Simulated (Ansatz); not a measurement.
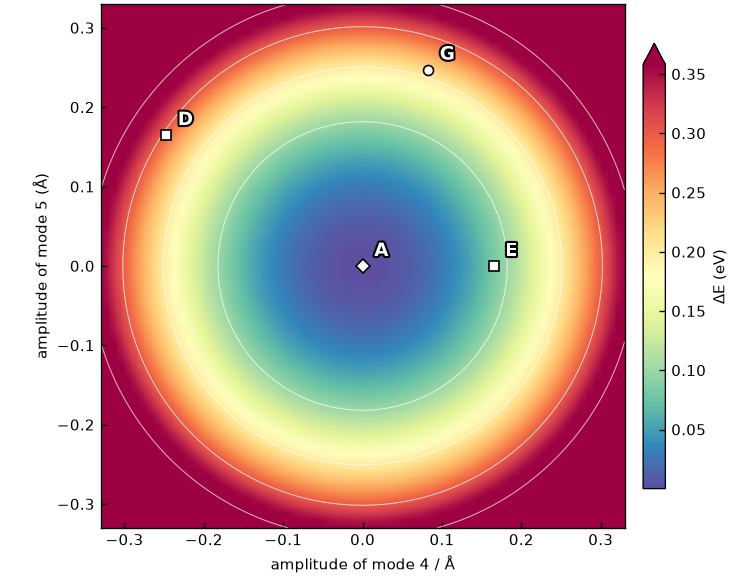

Ge (P6_3/mmc, No. 194; 8 atoms in the cell). 
- The energy is mapped over two normal modes frozen in (zone-centre modes of the 8-atom cell of this scan, which folds in the wave vector (0, 1/2, 0) of the primitive cell).
- The first coordinate is: amplitude of mode 4 (51 cm⁻¹), largest displacement; the second: amplitude of mode 5 (51 cm⁻¹), largest displacement.
- Nothing is relaxed (the cell and all other modes fixed).
- The scan uses a 9 × 9 grid; 25 points were computed and 56 follow by symmetry.
- Points are written as (first, second).
- Energies are in eV per cell, from the lowest grid point.
- The lowest point has no gap; 48 points of the grid have one on the k-mesh.
- These are results of Ansatz 0.2.0, DFT PBEsol, scalar-relativistic, plane waves, PAW, not measurements. Settings: cutoff 420 eV, k-mesh 10×6×6 in the order of the run's cell vectors, gaussian smearing 0.15 eV, no spin polarisation.

Drawn: a smooth colour map with a few white contour lines, one colour for all values above the top of the scale, lettered points. Between grid points the surface is interpolated.

**Is E the lowest point of the computed grid?**

No. E lies 0.081 eV above the lowest grid point, which is at (0.000 Å, 0.000 Å).

**What kind of point is each of A, D, E, G: minimum, saddle, maximum or slope?**

A: minimum; D: on a slope; E: on a slope; G: on a slope. (In these two coordinates alone; a stationary point may lie a little off the grid point.)

PAW datasets: the set soft_1.
